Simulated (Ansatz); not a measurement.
BeS

The calculation's input:

```
crystal:
  lattice:
    - [3.4621570814, 0.0, 0.0]
    - [-1.7310785407, 2.9983159844, 0.0]
    - [0.0, 0.0, 6.9924280704]
  atoms:
    - { symbol: Be, position: [0.3333333333, 0.6666666667, 0.25] }
    - { symbol: Be, position: [0.6666666667, 0.3333333333, 0.75] }
    - { symbol: S, position: [0.6666666667, 0.3333333333, 0.25] }
    - { symbol: S, position: [0.3333333333, 0.6666666667, 0.75] }
kpoints:
  mp_grid: { grid: [12, 12, 4] }
  band_path:
    path:
      - [[0.0, 0.0, 0.0], [0.5, 2.025389469073e-17, 0.0], [0.3333333333333, 0.3333333333333, 0.0], [0.0, 0.0, 0.0], [0.0, 0.0, 0.5], [0.5, 2.025389469073e-17, 0.5], [0.3333333333333, 0.3333333333333, 0.5], [0.0, 0.0, 0.5]]
      - [[0.5, 2.025389469073e-17, 0.5], [0.5, 2.025389469073e-17, 0.0]]
      - [[0.3333333333333, 0.3333333333333, 0.5], [0.3333333333333, 0.3333333333333, 0.0]]
    npoints: 10
hamiltonian:
  xc: pbe
scf:
  occupations: { method: fermi_dirac, width: 0.02 }
  n_extra_bands: 5
output:
  forces: true
  stress: true
  eigenvalues: true
  write_density: true
  write_potential: true
  elf: true
  volumetric_format: npy
```

Launched as:

```sh
ansatz run input.yaml --threads 2 --pin off --max-ram 2211MiB --backend cpu --events-out ev --progress --plain --runs-dir out
```

Below, planes, directions and counts refer to the conventional cell (a = 3.46 Å, b = 3.46 Å, c = 6.99 Å, α = 90.00°, β = 90.00°, γ = 120.00°).

Space group P6₃/mmc; started from the h-MgO (five-fold) prototype, which need not be the ambient phase.

All numbers below come from Ansatz, DFT, PBE, plane waves, PAW.

In a PAW calculation such maps are meaningful between the atoms, not at the nuclei.

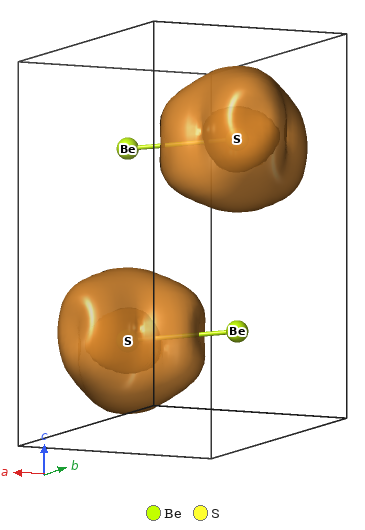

Figure 1. Isosurface of the ELF at 0.75 (orange), seen at an oblique angle. Only the valence region is drawn (cores and ρ < 0.01 e/Å³ removed). Sticks mark near contacts.

Where are the electrons localised?

Answer. The ELF exceeds this value in two regions wrapped around S (the valence shell of each), counted in one cell of 4 atoms. Regions shared between cells count once. Profiles from the grid: Be–S (2.00 Å): the ELF peaks at about 0.95 between the atoms: a shared but strongly polarised pair.

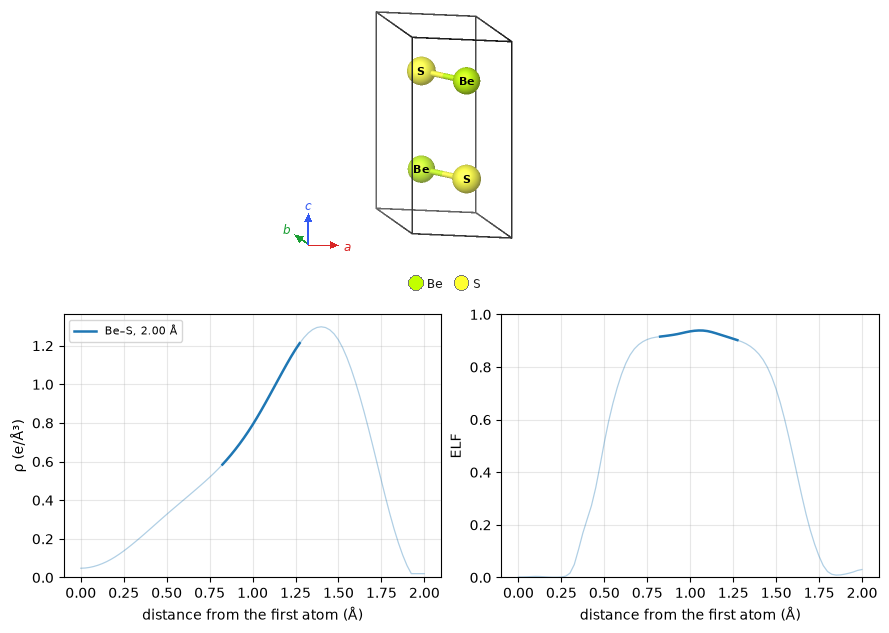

Figure 2. Valence pseudo-density and ELF along straight lines between neighbouring atoms. Thin, pale parts lie inside the atomic spheres. The structure is drawn too.

What can be read from the curves?

Answer. Be–S (2.00 Å): the density is about 0.79 e/Å³ at the midpoint; the ELF peaks at about 0.95 between the atoms (a polar covalent bond).

Metal or insulator at this level of theory?

Answer. It is gapped, with a Kohn–Sham gap of 3.9 eV on the k-point mesh, an upper bound to the gap of this method.
